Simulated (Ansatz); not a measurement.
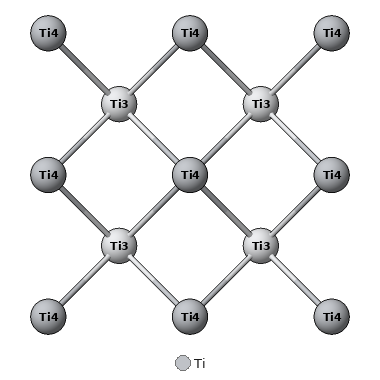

The system is H on a Ti(100) slab cut from the Im-3m phase, its upper half relaxed before the scan (4 atoms of substrate and one adsorbate in a 1 × 1 cell); the picture shows it without the atoms that are moved over the map. 
- H is moved over the surface cell; relaxed at each place: the height of the adsorbate's atoms; substrate rigid; the origin of the map has the adsorbate above Ti4.
- Places are given modulo a cell vector. The map is drawn in real space over the plane of the surface.
- The scan uses an 8 × 8 grid; 15 points were computed and 49 follow by symmetry.
- Energies are in eV, from the lowest grid point.
- With one adsorbate in each 1 × 1 cell, its nearest image is 3.3 Å away, so neighbouring adsorbates interact.
- Theory: DFT PBE, scalar-relativistic, plane waves, PAW in Ansatz. Settings: cutoff 420 eV, k-mesh 8×8×1, gaussian smearing 0.1 eV, no spin polarisation.

Range: position of H5 along the first surface vector from 0.000 to 0.875; position of H5 along the second surface vector from 0.000 to 0.875.

### What will the energy surface look like?

The lowest grid point is at a fourfold hollow over a second-layer Ti atom, (4/8, 4/8) of the cell vectors. No other kind of well shows on this grid. The highest grid point, the top site over a surface Ti atom, (0/8, 0/8) of the cell vectors, lies 1.41 eV above the lowest. On the interpolated surface the easiest way out of the lowest well to its copy in the next cell or period passes a barrier of about 0.53 eV. At the lowest point the adsorbate has 1 Ti at 1.96 Å as nearest neighbours, at the highest 1 Ti at 1.73 Å. Its relaxed height above the top atom is 0.45 Å at the lowest and 1.73 Å at the highest point.

```tsv
second ↓, first →	0/8	1/8	2/8	3/8	4/8	5/8	6/8	7/8
7/8	1.34	1.27	1.09	0.79	0.46	0.79	1.09	1.27
6/8	1.15	1.09	0.92	0.62	0.20	0.62	0.92	1.09
5/8	0.86	0.79	0.62	0.22	0.03	0.22	0.62	0.79
4/8	0.53	0.46	0.20	0.03	0.00	0.03	0.20	0.46
3/8	0.86	0.79	0.62	0.22	0.03	0.22	0.62	0.79
2/8	1.15	1.09	0.92	0.62	0.20	0.62	0.92	1.09
1/8	1.34	1.27	1.09	0.79	0.46	0.79	1.09	1.27
0/8	1.41	1.34	1.15	0.86	0.53	0.86	1.15	1.34
```

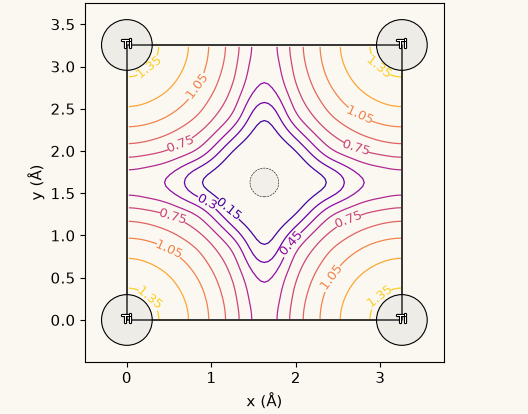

The picture shows contour lines labelled in eV, labelled circles for the atoms of the top layer and small ones for the second layer, the outline of one cell of the plane. Between grid points the surface is interpolated.

Time for the 15 points that were run: 11 min on 1 thread of Arm Neoverse V1, with other jobs on the host.

PAW datasets: the set soft_1.
